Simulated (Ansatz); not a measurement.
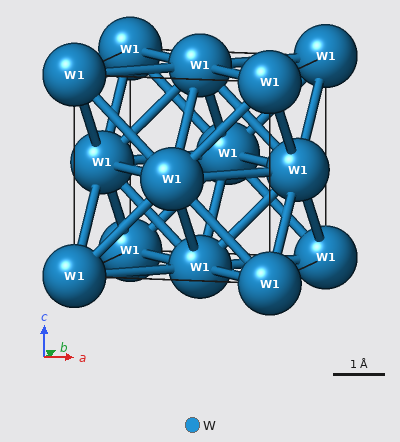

**Figure 1.** The structure (ball-and-stick view of the cell 4 times as large as that of the calculation, set on its symmetry axes, seen slightly off an axis; atoms are numbered from 1 in the order of the input). Near neighbours in the crystal (not all of them lie inside the picture): W has 12 W at 2.87 Å.

## Single-point calculation, with input and output: W

W (1 atom in the cell), computed with DFT PBE, scalar-relativistic, plane waves, PAW, no spin polarisation (Ansatz 0.2.0).

The structure derives from an entry of the Crystallography Open Database. Figures and captions count atoms from 1; the log counts them from 0 in places.

## What the program printed
```
Engine: ansatz 0.2.0, x86_64-unknown-linux-gnu
Pseudopotentials: kind: paw
Pseudopotential: W, paw, valence charge 14, recommended cutoff 420 eV (normal), W.paw.azcp
Functional definition: PBE
  parameter kappa = 0.804
  parameter beta = 0.06672455060314922
  exchange = pbe_x(kappa = kappa, mu = beta*pi^2/3)
  correlation = pbe_c(beta = beta)
Crystal: 1 atoms, lattice volume = 16.731 Å³
Basis set: ecut = 420 eV, 331 PW (Γ), exchange–correlation on 40×40×40 points (8 copies of the dense FFT grid, shifted against one another)
Bands: 11, of which v1, the nominal top of the filled ones, is band 7 counted from 1 (6 counted from 0)
Symmetry: 48 space group operations
Space group: Fm-3m (ITA 225), of the structure as read, at distance tolerance 2.6e-5 Å
k-points: 29 of 512
Non-local potential: W, projectors of the file, l = 0: 3, l = 1: 2, l = 2: 2, l = 3: 1
PAW form: soft (Blöchl's): semilocal exchange-correlation on the pseudo side does not see the compensation charge
PAW one-centre angular grid: W, 590 points (default); XC on 64 Gauss nodes
Initial density: superposition of atomic densities (neutral atoms: chi_scale 0, normalization atom), corrected by the library's trained network
Initial wavefunctions: pseudopotential atomic-orbital guess
Functional: x = pbe(κ = 0.804, μ = 0.2195149727645171), c = pbe(β = 0.06672455060314922)
SCF iter   1: F=—  HF=-10384.351000 eV  |F-HF|=—  |Δ(HF+E_count)|=         —  Δρ=1.92e-3  dr2=3.60e-4  ethr=1.77e-3  ⟨swp⟩=5.0  Hψ=1726  notcnv=0
preconditioner: auto → none  [metal: Δε(μ)=0.054 eV  Ē_g=8.369 eV  σ=0.100 eV  W_gap=0.28  n_scr=0 (ndim 8)  ℏωp=22.2 eV  f_vac=0.000  D(μ)=1.71/eV (n_scr^D=14)]
SCF iter   2: F=—  HF=-10384.350744 eV  |F-HF|=—  |Δ(HF+E_count)|=   2.56e-4  Δρ=8.42e-4  dr2=5.57e-5  ethr=2.57e-6  ⟨swp⟩=2.1  Hψ=660  notcnv=0
SCF iter   3: F=—  HF=-10384.350763 eV  |F-HF|=—  |Δ(HF+E_count)|=   1.87e-5  Δρ=1.45e-4  dr2=1.08e-6  ethr=3.98e-7  ⟨swp⟩=2.7  Hψ=499  notcnv=0
iter 4 did not close the SCF: its close was put off for the readings that it lacked (scf_convergence_deferred on its scf_iter line)
SCF iter   4: F=-10384.350764 eV  HF=-10384.350764 eV  |F-HF|=3.67e-8  |Δ(HF+E_count)|=   9.15e-7  Δρ=2.09e-5  dr2=6.32e-8  ethr=7.73e-9  ⟨swp⟩=2.2  Hψ=431  notcnv=0
iter 5 did not close the SCF: its close was put off for the readings that it lacked (scf_convergence_deferred on its scf_iter line)
SCF iter   5: F=-10384.350764 eV  HF=-10384.350764 eV  |F-HF|=1.06e-9  |Δ(HF+E_count)|=   1.37e-8  Δρ=5.84e-6  dr2=2.78e-9  ethr=4.52e-10  ⟨swp⟩=2.0  Hψ=485  notcnv=0
SCF iter   6: F=-10384.350764 eV  HF=-10384.350764 eV  |F-HF|=5.46e-12  |Δ(HF+E_count)|=  1.18e-10  Δρ=5.13e-7  dr2=1.57e-11  ethr=1.99e-11  ⟨swp⟩=2.0  Hψ=1022  notcnv=0
SCF 1 converged in 6 iterations: F = -10384.350764 eV  dr2 = 1.57e-11
  greatest PAW one-centre occupation: 1.000 electrons in one spin orbital (limit 2), on the W atom at site 0 (counted from 0), in its partial waves of l = 0
```

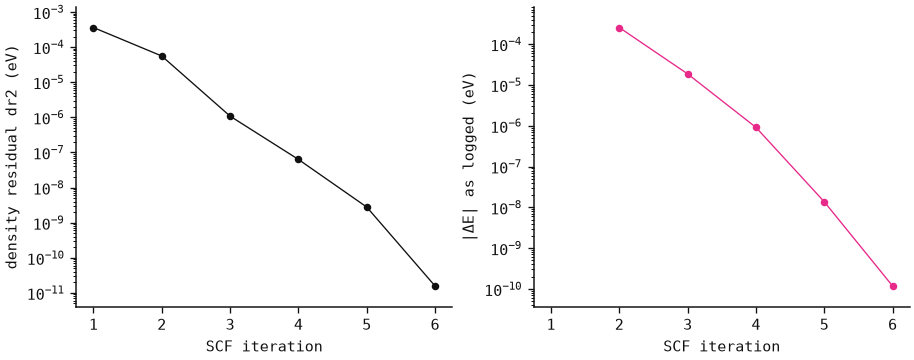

**Figure 2.** Convergence of the self-consistent field: density residual dr2 and size of the energy change against the SCF iteration. The residual falls at every step.

```
SCF converged after 6 iterations
Free energy (F): -10384.350764 eV
Harris-Foulkes:  -10384.350764 eV  (|F-HF|=5.46e-12)
Internal energy: -10384.342230 eV  (E = F + TS)
E sigma→0 (E₀):  -10384.346497 eV
Entropy (-TS):   -0.008533 eV (-8.533 meV/atom)
Fermi energy:    20.750793 eV
--- Per-component energies (eV) ---
  E_band       = -98.632597
  E_kinetic    = 448.151782
  E_local      = -637.087137  (includes V_loc(G=0)·N_el)
  E_nonlocal   = 0.526861
  E_hartree    = 226.150678
  E_xc         = -266.167841
  E_vxc        = -237.773783  (∫ρ·V_xc dr)
  E_paw        = -8562.320938  (= ΣΔE_a)
  E_vpaw       = -124.751706  (= ΣTr[D̂ρ^β])
  E_aug_tail   = -0.000052  (compensation charges beyond the density's cutoff)
  E_ewald      = -1593.595583
  E_smearing   = -0.008533  (= −TS)
  E_closure    = 0.000000  (closes the sum)
  Σ components = -10384.350764   (vs F -10384.350764, Δ=0.00e0)
--- Forces (eV/Å), atoms counted from 1 ---
  atom   1  W     -0.00000000    -0.00000000    -0.00000000
  max |Σ_I F_I| component: 1.48e-31 eV/Å
--- Stress (GPa, compression-positive) ---
       -4.275535       0.000000       0.000000
        0.000000      -4.275535      -0.000000
        0.000000      -0.000000      -4.275535
  P = ⅓ Tr σ = -4.2755 GPa (-42.755 kbar)
--- Band table (eV; the first three rows and the last of 29) ---
  k-point 0: bands = ["-52.8289", "-16.5210", "-16.5210", "-16.5210", "11.9383", "20.2703", "20.2703", "20.2703", "23.3127", "23.3127", "33.5779"]
  k-point 1: bands = ["-52.8147", "-16.6876", "-16.5425", "-16.5425", "12.5876", "19.8217", "20.5453", "20.5453", "23.0982", "23.0982", "34.7689"]
  k-point 2: bands = ["-52.7802", "-17.0762", "-16.5940", "-16.5940", "14.1229", "19.2918", "20.7010", "20.7010", "23.4070", "23.4070", "33.7705"]
  k-point 28: bands = ["-52.6987", "-17.2272", "-17.2272", "-16.9261", "17.1826", "18.8378", "18.8378", "22.0748", "26.4354", "30.7574", "31.3153"]
```

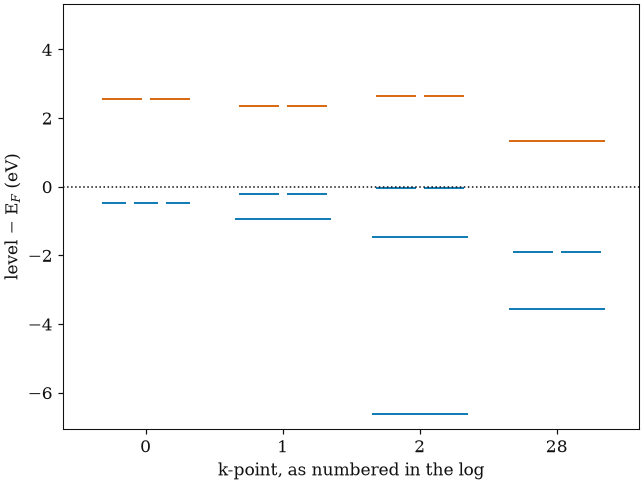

**Figure 3.** Kohn–Sham levels near the Fermi level (dotted) at the few k-points that the log prints; levels within 0.02 eV of each other stand side by side. The system is metallic on the full mesh.

The run was set up as follows.

## Input
```yaml
crystal:
  lattice:
    - [0.0, 2.03, 2.03]
    - [2.03, 0.0, 2.03]
    - [2.03, 2.03, 0.0]
  atoms:
    - { symbol: W, position: [0.0, 0.0, 0.0] }
basis:
  ecutwfc: 420
kpoints:
  mp_grid: { grid: [8, 8, 8] }
hamiltonian:
  xc: pbe
scf:
  occupations: { method: gaussian, width: 0.1 }
output:
  forces: true
  stress: true
  eigenvalues: true
```

Command:
```bash
ansatz run input.yaml --threads 4 --pin off --max-ram 2560MiB --backend cpu --events-out ev --progress --plain --runs-dir out
```

## Key numbers

| quantity | value |
| --- | --- |
| outcome | converged |
| space group (tolerance 0.01 Å) | Fm-3m (225) |
| electrons treated | 14 |
| free energy | −10384.3508 eV |
| Fermi energy | 20.751 eV |
| gap on the k-point mesh | none (metallic) |
| pressure | −4.28 GPa |
| largest force (length of the vector) | under 0.001 eV/Å |
| hardware | 4 threads of Intel Xeon @ 2.30GHz, 28 GiB of memory available, shared host |
| peak memory | 0.33 GiB |

## Remarks

Spin–orbit coupling is left out, which matters for W.
